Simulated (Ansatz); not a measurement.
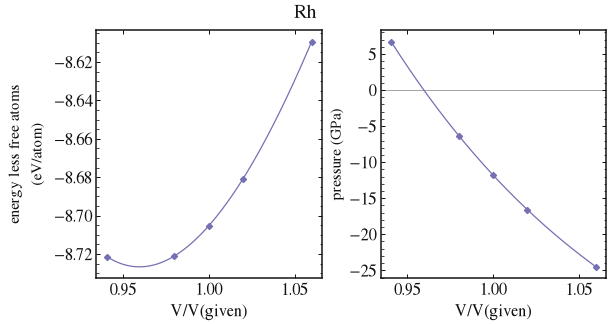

The figure shows the energy less free atoms and pressure against V/V(given) for Rh, space group Fm-3m (No. 225).

Cell as given: a = 2.691 Å, b = 2.691 Å, c = 2.691 Å, α = 60.00°, β = 60.00°, γ = 60.00°; 1 atom.

Calculation (Ansatz 0.2.0): periodic Kohn-Sham DFT of a crystal at fixed atoms, scaled to the stated factor times the given cell; pressure positive in compression, energy less spherical unpolarised free atoms. Level: LDA.

```json
{"setting": "method", "value": "all-electron LAPW"}
{"setting": "relativity", "value": "scalar"}
{"setting": "k mesh", "value": "18×18×18"}
{"setting": "occupations", "value": "Fermi–Dirac"}
{"setting": "smearing width", "value": "0.05 eV"}
{"setting": "basis error target", "value": "0.5 (meV/atom)"}
{"setting": "nucleus", "value": "Gaussian"}
```

V(given) is 13.78 Å³/atom.

Question: How does the energy less free atoms vary with V/V(given)?

Answer: It rises from −8.7213 eV/atom at V/V(given) 0.941 to −8.6094 eV/atom at 1.060.

Question: What does the pressure do across the range?

Answer: It falls from 6.7 GPa at V/V(given) 0.941 to −24.5 GPa at 1.060, and changes sign near 0.961.

Question: What does the calculation give for the volume at zero pressure from a fit of the pressures?

Answer: 13.2 Å³/atom.
